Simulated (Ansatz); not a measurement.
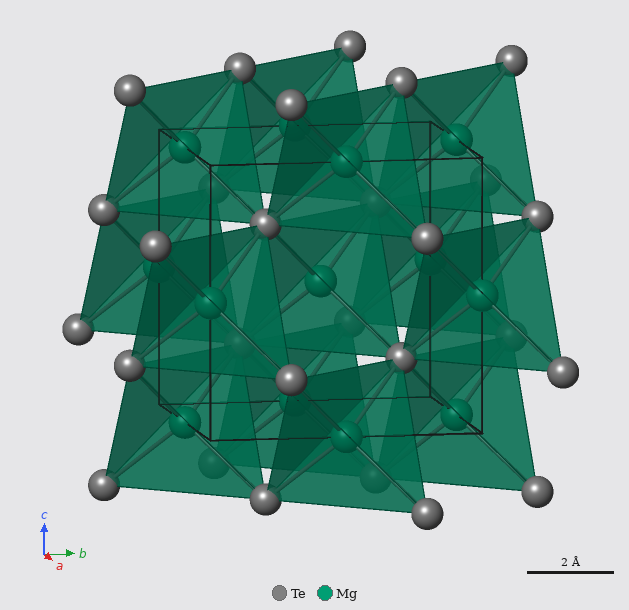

Drawn in the polyhedral manner and seen slightly off an axis. The edges of the drawn cell (a repeat of the simulation cell) are marked. Some atoms of the next cells are drawn as well.

MgTe, a = 6.467 Å, b = 6.467 Å, c = 6.466 Å, α = 90.00°, β = 90.00°, γ = 91.22°. Strictly the space group is Imm2 (No. 44, within 0.01 Å). It is a distorted form of a face-centred cubic structure, space group F-43m (No. 216) within 0.25 Å: zinc blende (sphalerite type). The initial geometry was a structure listed in the Materials Project. The cell was then strained or its atoms displaced on purpose. It was run through Ansatz as a DFT input.

This one geometry was computed with Ansatz (DFT, plane waves, PAW) at three levels of theory: PBE, r2SCAN and HSE06. It was relaxed with r2SCAN and then strained.

How does the band gap change with the level of theory?

Answer. PBE: a gap of 2.35 eV, direct; r2SCAN: a gap of 3.03 eV, direct; HSE06: a gap of 3.19 eV, direct.

Collect the results in a table.

Answer.
| level | cutoff (eV) | k-mesh of the run's cell | gap (eV) | pressure (GPa) |
| --- | --- | --- | --- | --- |
| PBE | 420 | 8×8×8 | 2.35 | 0.7 |
| r2SCAN | 500 | 8×8×8 | 3.03 | 0.0 |
| HSE06 | 420 | 6×6×6 | 3.19 | 0.0 |

Gaps are taken on the k-mesh or band path of each run.
